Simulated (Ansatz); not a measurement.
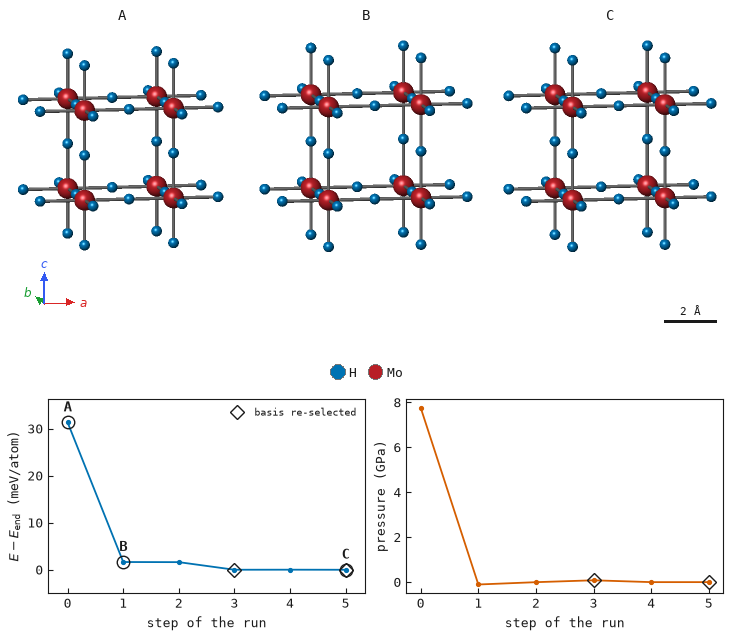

Frames of a relaxation of crystalline MoH$_{3}$ (a generated structure, set up in Pm-3m), marked on the history of the run. The picture is a ball-and-stick view of the cell of the calculation, seen slightly off an axis.

Level of theory: DFT PBE, scalar-relativistic, plane waves, PAW (Ansatz 0.2.0). (plane-wave cutoff 420 eV; k-point mesh 14 × 14 × 14; occupations gaussian; smearing width 0.1 eV; collinear spin; cell and atoms relaxed; force threshold 0.01 eV/Å; at most 80 steps)

Q: What happens along the run?

A: The energy falls by 31.3 meV per atom in 3 accepted moves (5 points after the start). All forces vanish by symmetry, so only the cell relaxes. Pressure: 7.76 GPa at the start and 0.00 GPa at the end. At 2 points the geometry stayed and the basis and grid were re-selected for the new cell (energy shift of 1.6 meV per atom at most each time). No atom moves by more than 0.005 Å relative to the cell. The volume changes by +12.2 %, with a = b = c 3.531 → 3.669 Å (+3.9 %). Some distances before and after: H–Mo 1.765 → 1.834 Å. The space group stays Pm-3m (No. 221). The run took 76 s on 1 thread of Intel(R) Xeon(R) Processor @ 2.70GHz, on a shared host, peak memory 0.46 GiB. From step 0 to 1: volume +12.2 %, energy −29.7 meV per atom. From step 1 to 5: energy −1.6 meV per atom.
